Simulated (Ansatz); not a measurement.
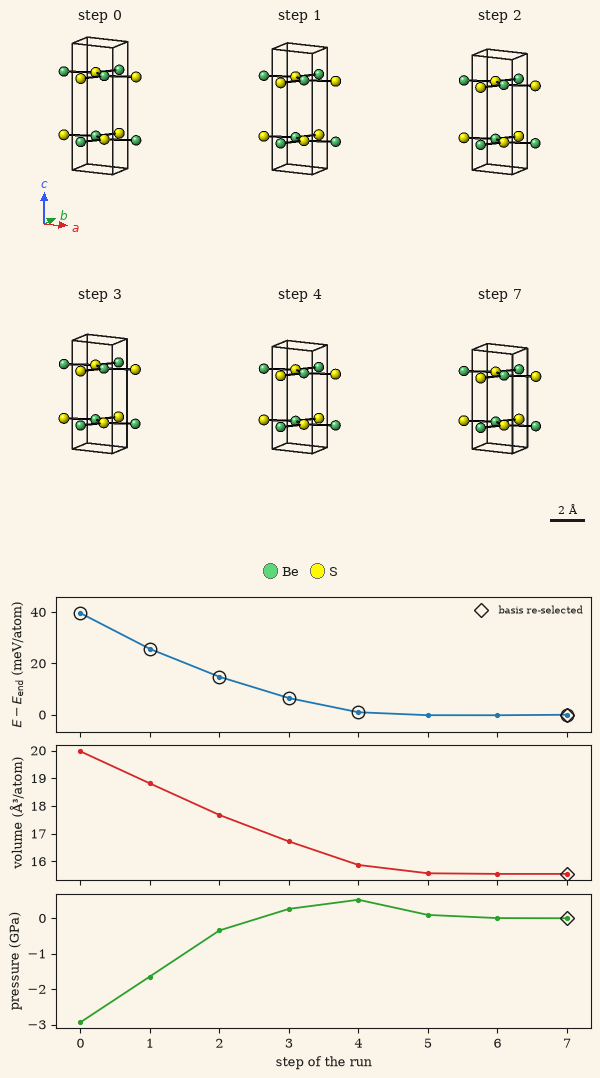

Frames of a relaxation of a crystal of BeS (built on the h-MgO (five-fold) type), marked on the history of the run. Style: ball-and-stick. Shown: the cell of the calculation, slightly off an axis.

All numbers below come from DFT, LDA, plane waves, PAW in Ansatz 0.2.0. Settings: plane-wave cutoff 420 eV; k-point mesh 12 × 12 × 4; occupations fermi dirac; smearing width 0.02 eV; no spin polarisation; cell and atoms relaxed; force threshold 0.005 eV/Å.

Describe the path.

After 6 accepted moves (7 points after the start) the energy has fallen by 39.6 meV per atom. All forces vanish by symmetry, so only the cell relaxes. The pressure goes from −2.94 to 0.00 GPa. At 1 point the geometry stayed and the basis and grid were re-selected for the new cell (energy shift of 0.2 meV per atom at most each time). The atoms keep their places relative to the cell (all moves are under 0.005 Å). The volume changes by −22.2 %, with a = b 3.460 → 3.448 Å (−0.3 %), c 7.704 → 6.039 Å (−21.6 %). Some distances before and after: Be–S 1.998 → 1.991 Å. The space group stays P6_3/mmc (No. 194). From step 0 to 1: volume −5.8 %, energy −14.0 meV per atom. From step 1 to 2: volume −6.1 %, energy −10.9 meV per atom. From step 2 to 3: volume −5.4 %, energy −8.3 meV per atom. From step 3 to 4: volume −5.1 %, energy −5.5 meV per atom. From step 4 to 7: volume −2.0 %, energy −1.0 meV per atom.

| step | E − E(0), meV/atom | pressure, GPa | volume, Å³/atom | note |
| --- | --- | --- | --- | --- |
| 0 | 0.00 | -2.94 | 19.973 |  |
| 1 | -13.95 | -1.65 | 18.815 |  |
| 2 | -24.80 | -0.35 | 17.675 |  |
| 3 | -33.10 | 0.26 | 16.720 |  |
| 4 | -38.62 | 0.52 | 15.871 |  |
| 5 | -39.77 | 0.09 | 15.570 |  |
| 6 | -39.79 | 0.00 | 15.548 |  |
| 7 | -39.60 | 0.00 | 15.548 | same geometry, new basis |

Limits of the set-up: layers or molecules are held without a dispersion correction, so their spacing is unreliable.
